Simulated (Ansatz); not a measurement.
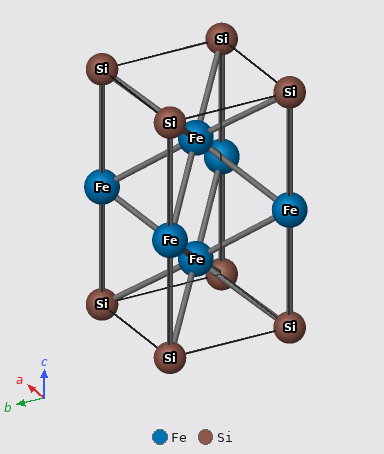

Ball-and-stick representation of a periodic structure, projected from a general direction. The wireframe shows the conventional unit cell.

Caption:

The material is Fe₃Si. Symmetry: P4/mmm (No. 123), primitive tetragonal lattice. Counting shared atoms by their share gives 3 Fe, 1 Si, or 4 atoms. The coordination, counted out to bonding distance, is Fe 9 to 10 (mean 9.3) and Si 10. Not all metal-metal contacts are counted.

Starting structure: a structure listed in the Materials Project. Earlier steps of the study may have refined or changed the cell and positions. A calculation with Ansatz used it as input.

At this level of theory the cell isn't at rest (stretched, at -9 GPa), so its distances can differ from those at equilibrium, the more so the softer the solid.
